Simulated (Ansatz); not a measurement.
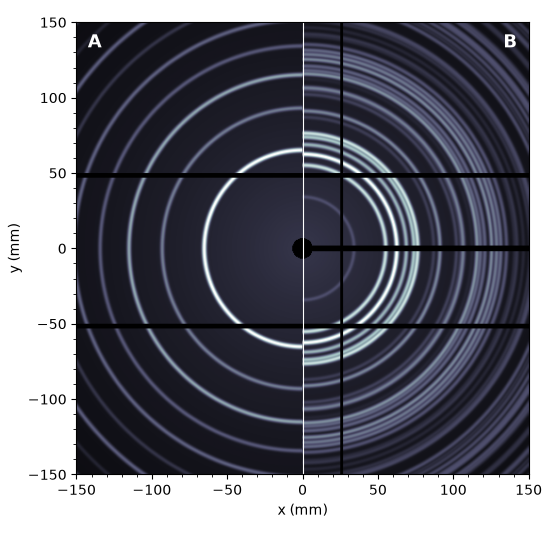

Simulated X-ray powder rings on a flat area detector normal to the beam: λ = 0.3100 Å, sample-to-detector distance 410 mm, axes in mm from the beam centre, for a fine-grained powder without texture. Kinematic intensities with B = 0.3 Å² for all atoms, without absorption; brightness goes as intensity to the power 0.4, clipped at the top. Reflections closer than the ring width show as one ring. The left and right halves show two different samples, each scaled to its strongest ring.

Structure 1:
Space group Im-3m (No. 229). a = 2.782 Å, b = 2.782 Å, c = 2.782 Å, α = 90.00°, β = 90.00°, γ = 90.00°
```tsv
atom	site	symmetry	x	y	z
Co	2a	m-3m	0.0000	0.0000	0.0000
```

Structure 2:
```
Co
1.0
     2.43844    0.00000    0.00000
     0.00000    7.46167    0.00000
     0.00000    0.00000    2.45334
Co
4
Direct
  0.00000 0.36361 0.75000
  0.50000 0.13639 0.25000
  0.50000 0.86361 0.75000
  0.00000 0.63639 0.25000
```

Origins: 1, the geometry relaxed with Ansatz, DFT, revPBE, plane waves (420 eV) with PAW, scalar-relativistic; the starting structure was generated, so it need not be a known form of this composition; 2, the end point of a relaxation with Ansatz, DFT, RPBE, plane waves (420 eV) with PAW, scalar-relativistic; the starting structure was generated, so it need not be a known form of this composition.

**Which structure gives which half?**

Half A is structure 1 (Co): 110 at 65.2 mm (d = 1.967 Å), 200 at 93.1 mm (d = 1.391 Å), 211 at 115.1 mm (d = 1.136 Å), 220 at 134.3 mm (d = 0.984 Å).
Half B is structure 2 (Co): 020 at 34.2 mm (d = 3.73 Å), 110 at 55.2 mm (d = 2.32 Å), 021 at 62.5 mm (d = 2.05 Å), 040 at 68.9 mm (d = 1.865 Å).
